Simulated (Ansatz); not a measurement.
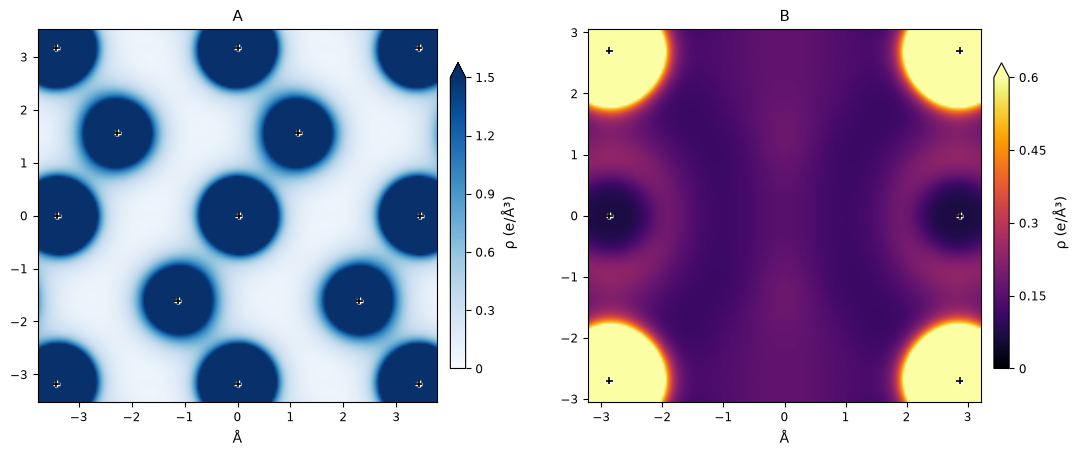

The valence pseudo-density of 2 systems, each on a plane through atoms (crosses mark nuclei in the plane).

Method: Ansatz, DFT PBEsol, scalar-relativistic, plane waves, PAW.

System 1: Sc3Al, the (11̄0) plane of the conventional cell. Space group P4/mmm; a structure from a database of computed crystals, not necessarily the ambient phase; computed pressure about 4 GPa in this cell.

```
Sc Al
1.0
     3.82174    0.00000    0.00000
     0.00000    3.82174    0.00000
     0.00000    0.00000    5.73260
Sc Al
3 1
Direct
  0.50000 0.00000 0.50000
  0.00000 0.50000 0.50000
  0.50000 0.50000 0.00000
  0.00000 0.00000 0.00000
```

System 2: CuO, the (101̄) plane of the conventional cell. Space group Cc; not relaxed (largest force 0.8 eV/Å); computed pressure about −3 GPa in this cell; computed without spin polarisation.

```
Cu O
1.0
     4.68930    0.00000    0.00000
     0.00000    3.42680    0.00000
    -0.86055    0.00000    5.05944
Cu O
4 4
Direct
  0.25000 0.24680 0.00000
  0.75000 0.74680 0.00000
  0.25000 0.75320 0.50000
  0.75000 0.25320 0.50000
  0.48850 0.91710 0.25370
  0.98850 0.41710 0.25370
  0.48850 0.08290 0.75370
  0.98850 0.58290 0.75370
```

### Match each panel to its system.

Panel A is system 2, CuO: the plane holds Cu and O. Cu–O (1.93 Å): ρ at the midpoint is about 0.68 e/Å³. Panel B is system 1, Sc3Al: the plane holds Sc and Al. Sc–Al (2.70 Å): ρ at the midpoint is about 0.21 e/Å³.
